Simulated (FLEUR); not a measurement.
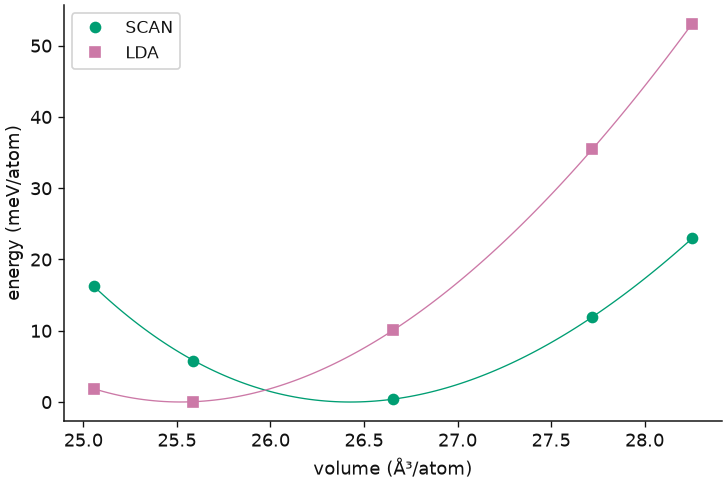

The figure shows the energy against volume, with one curve for each functional, for Sb (space group P6_3/mmc).

How it was computed, with FLEUR MaX-R8.1 (later development tree): all-electron LAPW DFT, no spin polarisation; energies at scaled volumes of the given cell, shape and fractions fixed, counted from the fit's minimum, third-order Birch-Murnaghan fit. All runs: no spin polarisation.

k mesh 9×9×5; occupations Fermi–Dirac; smearing width 0.05 eV; potentials all electron.

> Order the curves by fitted equilibrium volume, smallest first.

LDA 25.520, SCAN 26.427 Å³/atom.

> Order the curves by fitted bulk modulus, smallest first.

SCAN 66.1, LDA 68.5 GPa.

Caveats: shape and atomic fractions are frozen while scaling, which makes layered, chain and framework solids too stiff.
